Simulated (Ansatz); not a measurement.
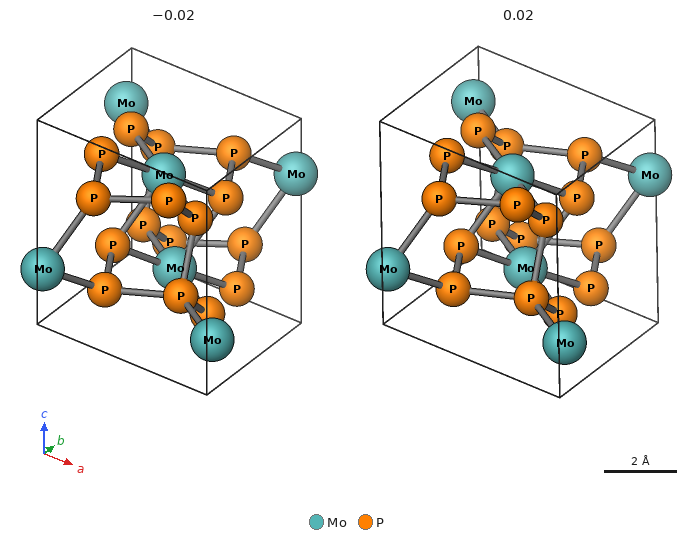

A crystal of MoP4 (set up in C2/c), under biaxial strain in the a–b plane (c and atoms relaxed), with energies (extrapolated to zero smearing) counted from the relaxed crystal, which is the row at zero. The picture shows the first and the last member. The picture is a ball-and-stick view of the conventional cell (2 times the calculation's cell), seen slightly off an axis. Lengths and directions refer to the drawn axes.

Computed with Ansatz 0.2.0: DFT PBEsol, scalar-relativistic, plane waves, PAW. Set-up: plane-wave cutoff 420 eV; k-point mesh 8 × 8 × 8; occupations gaussian; smearing width 0.1 eV; no spin polarisation; force threshold 0.008 eV/Å.

```
strain  energy (meV/atom)  a (Å)   b (Å)  c (Å)
 −0.02              17.68  5.188  10.892  5.801
 −0.01                  ?      ?       ?      ?
   0.0               0.00  5.294  11.114  5.778
  0.01               4.02  5.347  11.226  5.768
  0.02              15.58  5.400  11.337  5.758
```

> Estimate the missing row from the others, and compare with the calculation.

A parabola through three neighbouring rows (−0.02, 0.0, 0.01) gives, with Lagrange weights, (0.3333)(17.68) + (1.0000)(0.00) + (−0.3333)(4.02) = 4.55 meV/atom. The calculation gives 4.30 meV/atom (a = 5.241 Å, b = 11.003 Å, c = 5.789 Å). The estimate is 0.25 meV/atom too high. From the first member to the last: Mo–P 2.373 → 2.483 Å, P–P 2.156 → 2.240 Å, P–P 2.182 → 2.247 Å.

The whole series:

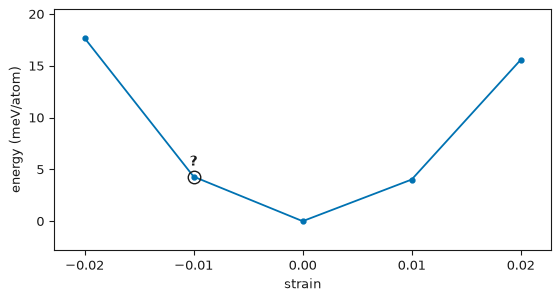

Each member starts from this one structure; whether another phase lies lower wasn't checked.
